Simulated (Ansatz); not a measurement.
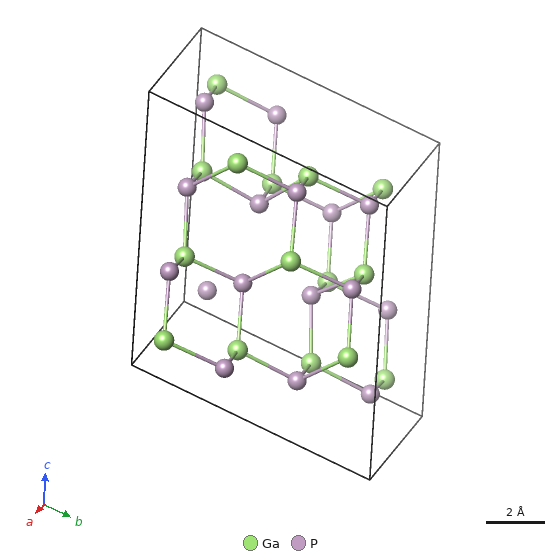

A ball-and-stick rendering, viewed from a general direction. The supercell is drawn as a box. The host is GaP, in a cell of 32 sites, and the cell carries a charge of -2.

Question: What kind of defect was put in?

Answer: A gallium vacancy. Around the empty site lie four P at about 2.2 Å.

The numbers come from DFT PBE, scalar-relativistic, plane waves, PAW in Ansatz, using E_cut = 420 eV, k-grid 1×1×1, Gaussian smearing of 0.01 eV, collinear spins.

Question: Does the defect leave unpaired spin?

Answer: Yes, 1.0 μB in the cell.

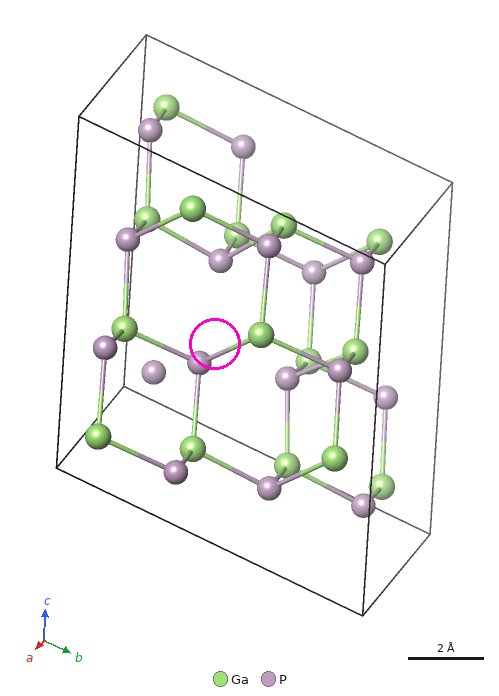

The same cell with a ring at the defect's site.

The atoms were relaxed in the host's cell with Ansatz, DFT PBE, scalar-relativistic, plane waves, PAW.
